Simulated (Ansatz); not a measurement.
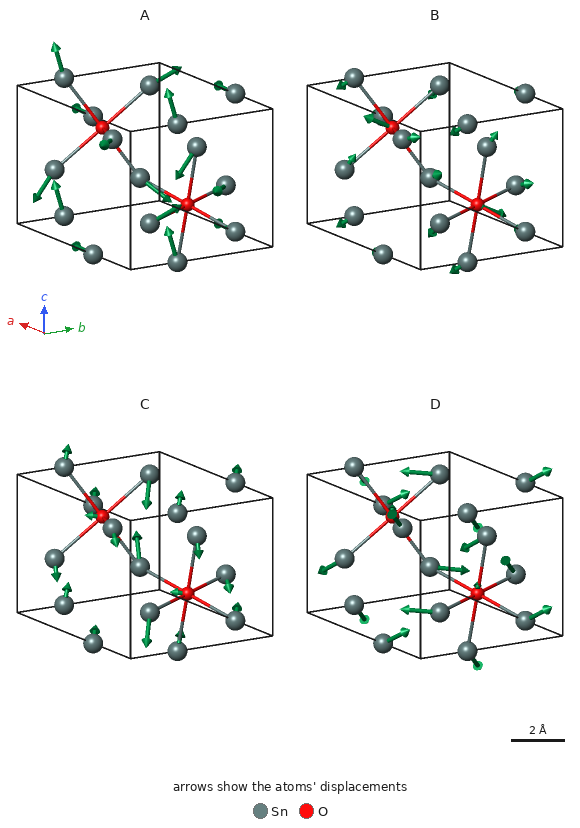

Modes of a crystal of Sn3O (a generated structure), space group P6₃22 (No. 182), at the zone centre (one member of each degenerate set). The green arrows give the relative displacements of the atoms. Style: ball-and-stick. Shown: the cell of the calculation, from a free direction.

All numbers below come from DFT PBEsol, scalar-relativistic, plane waves, PAW (Ansatz).

The frequencies depend somewhat on the k-mesh and the smearing.

Question: Which are infrared-active and which Raman-active?

Answer: A is B₂, silent by symmetry (neither infrared- nor Raman-active) (152 cm⁻¹). B is E₂, Raman-active by symmetry (34i cm⁻¹). C is E₁, infrared- and Raman-active by symmetry (44 cm⁻¹). D is A₂, infrared-active by symmetry (79 cm⁻¹). In a metal the free carriers screen the infrared response.
